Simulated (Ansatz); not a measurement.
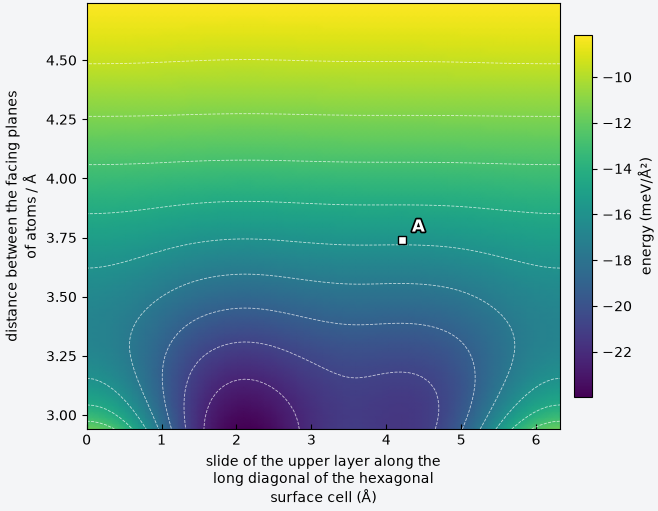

A bilayer of two ZrS₂ sheets (1T type) (6 atoms in the cell). The upper layer of a bilayer is slid along a line and lifted, both layers rigid. Coordinates scanned: (1) slide of the upper layer along the long diagonal of the hexagonal surface cell, from S4 above S3; (2) distance between the facing planes of atoms. The grid has 9 × 6 points. Points are written as (first, second). Energies: meV/Å², counted from the two layers apart. All numbers below come from DFT PBE+D3(BJ), scalar-relativistic, plane waves, PAW (Ansatz). Settings: cutoff 420 eV, k-mesh 9×9×1, gaussian smearing 0.05 eV, no spin polarisation.

Drawn: a smooth colour map with a few white contour lines, the point A. Between grid points the surface is interpolated.

**Is A at rest? If not, where is it pushed?**

A, at (4.21 Å, 3.74 Å), is not a stationary point. The computed force is nearly zero along the first coordinate and 9.7 meV/Å² for each Å towards smaller values of the second coordinate.

PAW datasets: the set soft_1.
